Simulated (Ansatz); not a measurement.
Band-structure calculation of NiO

System: NiO (R-3m, 2 atoms in the cell).
Method: DFT, PBE, all-electron LAPW, scalar-relativistic, spin-polarised (Ansatz 0.2.0).

The structure derives from an entry of the Crystallography Open Database. It belongs to a series of runs on one base structure; here: equal xy, yz and zx shear strains of +1 %. Figures and captions count atoms from 1; the log counts them from 0 in places.

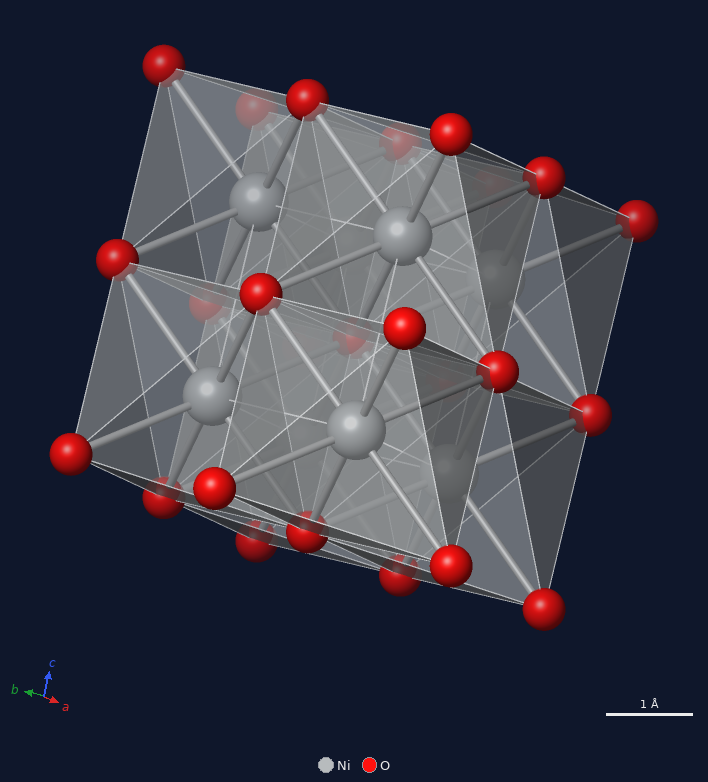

**Figure 1.** The structure as given in the input (polyhedral view of the reduced cell, seen at an oblique angle; polyhedra are completed across the faces of the cell).

**The input**
```yaml
crystal:
  lattice:
    - [0.0209131, 2.10176655, 2.10176655]
    - [2.10176655, 0.0209131, 2.10176655]
    - [2.10176655, 2.10176655, 0.0209131]
  atoms:
    - { symbol: Ni, position: [0.0, 0.0, 0.0], spin: 1.5 }
    - { symbol: O, position: [0.5, 0.5, 0.5] }
magnetization:
  spin_polarized: true
kpoints:
  mp_grid: { grid: [17, 17, 17] }
  band_path:
    path:
      - [0.0, 0.0, 0.0]
      - [0.5, 0.5, 0.5]
      - [0.247543133, 0.5, 0.752456867]
      - [-0.247543133, 0.247543133, 0.5]
      - [0.0, 0.0, 0.5]
      - [0.0, 0.0, 0.0]
      - [-0.3737715665, 0.0, 0.3737715665]
      - [0.0, 0.3737715665, 0.6262284335]
      - [0.0, 0.5, 0.5]
    npoints: 5
scf:
  occupations: { method: fermi_dirac, width: 0.03 }
hamiltonian:
  xc: pbe
  pseudopotentials: { kind: all_electron, lapw: { basis_error: 0.001 } }
output:
  forces: true
  stress: true
  eigenvalues: true
```

Hardware: 1 thread of Intel Xeon (Sapphire Rapids), 64 GiB of memory available, shared host.

Run as:
```bash
ansatz run input.yaml --threads 1 --pin off --max-ram 3072MiB --backend cpu --events-out ev --progress --plain --runs-dir out
```

**Log**
```
LAPW: plane waves up to 9.939 Å⁻¹, error target 1.0e-3 eV per atom; small_component_spin mean_spin; O in spheres of 0.946 Å, 8 of its electrons in bands, Dirac shells []; Ni in spheres of 1.146 Å, 18 of its electrons in bands, Dirac shells [] (how accurate: hamiltonian.pseudopotentials.lapw.basis_error, Limitations)
Engine: ansatz 0.2.0, x86_64-unknown-linux-gnu
Pseudopotentials: kind: all_electron
Pseudopotential: Ni, LAPW, valence charge 18, lapw/all_electron/scalar/gaussian/Ni, Koelling and Harmon's equation, gaussian nucleus
Pseudopotential: O, LAPW, valence charge 8, lapw/all_electron/scalar/gaussian/O, Koelling and Harmon's equation, gaussian nucleus
Functional definition: PBE
  parameter kappa = 0.804
  parameter beta = 0.06672455060314922
  exchange = pbe_x(kappa = kappa, mu = beta*pi^2/3)
  correlation = pbe_c(beta = beta)
Crystal: 2 atoms, lattice volume = 18.292 Å³
Basis set: ecut = 376.3374463592915 eV, 313 PW (Γ), exchange–correlation at level 2
Bands: 18, of which v1, the nominal top of the filled ones, is band 13 counted from 1 (12 counted from 0)
Symmetry: 12 space group operations
Space group: R-3m (ITA 166), of the structure as read, at distance tolerance 2.6e-5 Å
Magnetic group: BNS 166.97 (UNI 1327), of the structure as read, at distance tolerance 2.6e-5 Å
k-points: 489 of 4913
Non-local potential: Ni, projectors of the file, none
Non-local potential: O, projectors of the file, none
Initial density: superposition of atomic densities (chi_scale 0.1, normalization cell, long waves kept (reshape's long-wave potential 0.00 eV rms))
Starting moments: Σ|m| = 1.5 μB on 1 of 2 sites
Initial wavefunctions: plane waves of lowest kinetic energy (no species holds an atomic orbital)
Functional: x = pbe(κ = 0.804, μ = 0.2195149727645171), c = pbe(β = 0.06672455060314922)
iter 1 solved again at ethr=5.18e-3 eV; its pass at ethr=1.00e-1 eV (dr2=1.35e0 eV) is discarded
SCF iter   1: F=—  HF=-43430.066650 eV  |F-HF|=—  |Δ(HF+E_count)|=         —  Δρ=5.28e-2 (↑5.28e-2 ↓3.84e-2)  dr2=1.35e0  dr2_m=5.77e-2  M=1.950 μB ∫|m|=1.951 μB  β_m=0.30  ethr=5.18e-3  ⟨swp⟩=2.0  Hψ=115518  notcnv=0
Mixer restart at iter 1: flushing history
preconditioner: auto → none  [metal: Δε(μ)=0.003 eV  Ē_g=14.818 eV  σ=0.030 eV  W_gap=0.02  n_scr=8 (ndim 8)  ℏωp=34.7 eV  f_vac=0.000  D(μ)=4.19/eV (n_scr^D=64)  sad-step TF]
SCF iter   2: F=—  HF=-43429.546153 eV  |F-HF|=—  |Δ(HF+E_count)|=   5.20e-1  Δρ=2.54e-2 (↑2.54e-2 ↓1.31e-2)  dr2=2.12e-1  dr2_m=2.19e-2  M=1.523 μB ∫|m|=1.524 μB  β_m=0.33  ethr=5.18e-3  ⟨swp⟩=2.0  Hψ=52780  notcnv=0
SCF iter   3: F=—  HF=-43429.891838 eV  |F-HF|=—  |Δ(HF+E_count)|=         —  Δρ=2.00e-2 (↑2.00e-2 ↓1.37e-2)  dr2=1.41e-1  dr2_m=1.97e-2  M=1.859 μB ∫|m|=1.860 μB  β_m=1.00  ethr=8.16e-4  ⟨swp⟩=2.0  Hψ=52813  notcnv=0
Mixer restart at iter 3: flushing history
SCF iter   4: F=—  HF=-43429.788147 eV  |F-HF|=—  |Δ(HF+E_count)|=         —  Δρ=2.12e-2 (↑8.42e-3 ↓2.12e-2)  dr2=1.42e-1  dr2_m=1.29e-2  M=1.708 μB ∫|m|=1.713 μB  β_m=0.33  ethr=1.92e-4  ⟨swp⟩=3.0  Hψ=60504  notcnv=0
Mixer restart at iter 4: flushing history
iter 5 solved again at ethr=2.07e-6 eV; its pass at ethr=1.92e-4 eV (dr2=5.38e-4 eV) is discarded
SCF iter   5: F=—  HF=-43429.769672 eV  |F-HF|=—  |Δ(HF+E_count)|=   1.85e-2  Δρ=2.95e-3 (↑1.81e-3 ↓2.95e-3)  dr2=5.36e-4  dr2_m=8.57e-4  M=1.793 μB ∫|m|=1.798 μB  β_m=0.32  ethr=2.07e-6  ⟨swp⟩=2.1  Hψ=89743  notcnv=0
SCF iter   6: F=—  HF=-43429.774850 eV  |F-HF|=—  |Δ(HF+E_count)|=         —  Δρ=3.61e-3 (↑1.09e-3 ↓3.61e-3)  dr2=1.50e-3  dr2_m=8.79e-4  M=1.779 μB ∫|m|=1.784 μB  β_m=0.45  ethr=2.06e-6  ⟨swp⟩=3.0  Hψ=53999  notcnv=0
the basis was enlarged: its passes take 1.7 MiB over the memory plan, 2 of 2 planned eigensolver slots
SCF iter   7: F=—  HF=-43429.776332 eV  |F-HF|=—  |Δ(HF+E_count)|=   1.48e-3  Δρ=9.26e-4 (↑6.04e-4 ↓9.26e-4)  dr2=2.89e-5  dr2_m=9.65e-5  M=1.788 μB ∫|m|=1.794 μB  β_m=0.53  ethr=2.06e-6  ⟨swp⟩=2.5  Hψ=49641  notcnv=0
SCF iter   8: F=—  HF=-43429.776463 eV  |F-HF|=—  |Δ(HF+E_count)|=   1.31e-4  Δρ=2.10e-4 (↑2.10e-4 ↓1.84e-4)  dr2=9.85e-7  dr2_m=6.29e-6  M=1.790 μB ∫|m|=1.796 μB  β_m=0.75  ethr=1.11e-7  ⟨swp⟩=2.5  Hψ=50187  notcnv=0
SCF iter   9: F=—  HF=-43429.776463 eV  |F-HF|=—  |Δ(HF+E_count)|=   3.96e-7  Δρ=4.48e-5 (↑4.17e-5 ↓4.48e-5)  dr2=1.38e-7  dr2_m=2.82e-7  M=1.790 μB ∫|m|=1.796 μB  β_m=0.72  ethr=3.79e-9  ⟨swp⟩=3.0  Hψ=53175  notcnv=0
SCF iter  10: F=—  HF=-43429.776463 eV  |F-HF|=—  |Δ(HF+E_count)|=   3.05e-7  Δρ=4.49e-6 (↑2.85e-6 ↓4.49e-6)  dr2=6.86e-9  dr2_m=8.65e-10  M=1.790 μB ∫|m|=1.796 μB  β_m=0.86  ethr=5.29e-10  ⟨swp⟩=2.5  Hψ=49195  notcnv=0
SCF iter  11: F=-43429.776464 eV  HF=-43429.776464 eV  |F-HF|=7.48e-9  |Δ(HF+E_count)|=   7.72e-8  Δρ=3.20e-6 (↑1.93e-6 ↓3.20e-6)  dr2=1.78e-9  dr2_m=7.82e-10  M=1.790 μB ∫|m|=1.796 μB  ethr=2.64e-11  ⟨swp⟩=2.4  Hψ=48532  notcnv=0
SCF 1 converged in 11 iterations: F = -43429.776464 eV  dr2 = 1.78e-9
```

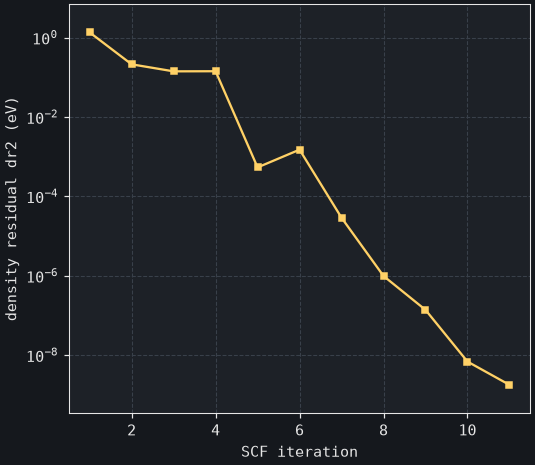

**Figure 2.** Convergence of the self-consistent field: density residual dr2 against the SCF iteration. The residual comes down, with one marked jump up, by a factor of about 3, at step 6.

```
NSCF: frozen V_eff on 41 k-points
SCF converged after 11 iterations
Magnetization: 1.7898 μB (13.8949 up, 12.1051 down)
Absolute magnetization: 1.7961 μB (∫|ρ↑−ρ↓|)
Spin contamination: 0.0065 ħ² per cell (⟨S²⟩ above its minimum at these occupations)
Per-site moments (μB) at R_I (Å): [(1.487314551202891, 1.1456560692395859), (0.2887924646191684, 0.9457061816931697)]
Free energy (F): -43429.776464 eV
Harris-Foulkes:  -43429.776464 eV  (|F-HF|=7.48e-9)
Internal energy: -43429.773083 eV  (E = F + TS)
E sigma→0 (E₀):  -43429.774773 eV
Entropy (-TS):   -0.003380 eV (-1.690 meV/atom)
Fermi energy:    14.490615 eV
--- Per-component energies (eV) ---
  E_band       = -1310.452604
  E_kinetic    = 44090.530719
  E_xc         = -1963.884577
  E_electrostatic = -85556.419225  (all electrons and nuclei)
  E_smearing   = -0.003380  (= −TS)
  E_closure    = 0.000000  (closes the sum)
  E_atoms      = -43416.659407  (free atoms, spherical and without spin; not in F)
  Σ components = -43429.776464   (vs F -43429.776464, Δ=0.00e0)
  Basis errors (estimates in eV, not in F): energy 3.7e-4 per atom: plane waves 3.3e-4 (1.8e-4 summed), levels above the bands 3.7e-239, relativity 4.9e-8, radial functions 3.9e-5, core shells 2.9e-9; eigenvalues (radial functions only) 9.2e-7; not estimated: angular momenta, meshes, grids; target (lapw.basis_error) 1.0e-3; muffin-tin radii O 0.946 Å, Ni 1.146 Å
--- Forces (eV/Å), atoms counted from 1 ---
  atom   1  Ni     0.00000000     0.00000000    -0.00000000
  atom   2  O      0.00000000     0.00000000     0.00000000
  max |Σ_I F_I| component: 5.26e-31 eV/Å
--- Stress (GPa, compression-positive) ---
        4.697512      -0.572313      -0.572313
       -0.572313       4.697512      -0.572313
       -0.572313      -0.572313       4.697512
  P = ⅓ Tr σ = 4.6975 GPa (46.975 kbar)
--- Band table (eV; the first three rows and the last of 978) ---
  k-point 0 ↑: bands = ["-492.2328", "-89.9734", "-50.3603", "-50.3421", "-50.3421", "-5.8847", "11.2664", "11.2664", "11.3952", "11.5008", "11.5008", "11.7722", "11.8292", "11.8292", "15.9155", "32.1950", "32.9607", "33.3769"]
  k-point 1 ↑: bands = ["-492.2328", "-89.9733", "-50.3605", "-50.3430", "-50.3423", "-5.8448", "10.7904", "10.8447", "11.0579", "11.7064", "11.7380", "11.9874", "12.0101", "12.0502", "16.1803", "31.1984", "32.8988", "33.2548"]
  k-point 2 ↑: bands = ["-492.2328", "-89.9731", "-50.3611", "-50.3457", "-50.3427", "-5.7287", "10.2612", "10.2961", "10.3381", "11.8051", "11.8370", "12.1710", "12.5209", "12.5637", "16.8334", "29.7014", "32.4698", "32.7772"]
  k-point 488 ↓: bands = ["-491.9854", "-88.1043", "-48.5607", "-48.5311", "-48.5304", "-4.0504", "6.6309", "9.7092", "9.7624", "13.4902", "13.4923", "13.8356", "16.5567", "16.6998", "20.5156", "24.6523", "28.5462", "28.9744"]
```

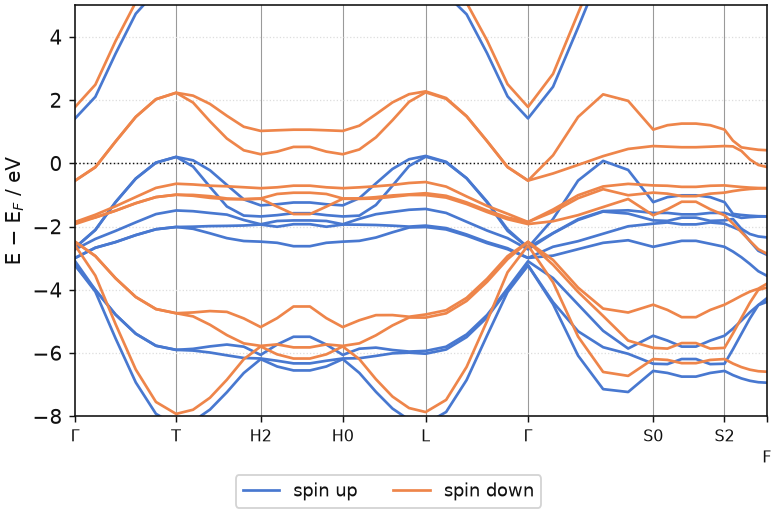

**Figure 3.** Band structure along Γ–T–H2–H0–L–Γ–S0–S2–F, with energies from the Fermi level. Bands cross the Fermi level: a metal at this level of theory.

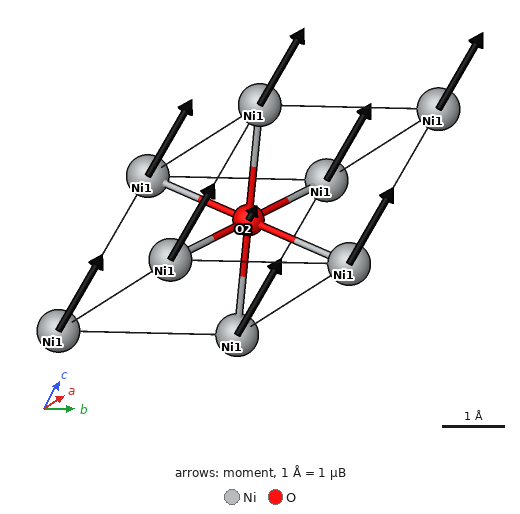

**Figure 4.** Magnetic moments of the sites as black arrows (ball-and-stick view of the reduced cell, seen at an oblique angle; atoms are numbered from 1 in the order of the input); small moments hardly show. The run is collinear, so the axis drawn is arbitrary. Site moments: Ni1 (1.49 μB); O2 (0.29 μB). They are counted near the atoms and needn't add up to the moment of the cell.

**Summary**

- outcome: converged
- space group (tolerance 0.01 Å): R-3m (166)
- electrons in bands (core shells apart): 26
- free energy: −43429.7765 eV
- Fermi energy: 14.491 eV
- net moment of the cell: 1.79 μB
- integrated absolute moment: 1.80 μB
- pressure: 4.70 GPa
- electronic character: metal
- largest force (length of the vector): under 0.001 eV/Å
- wall time: 2.3 min
- peak memory: 1.4 GiB
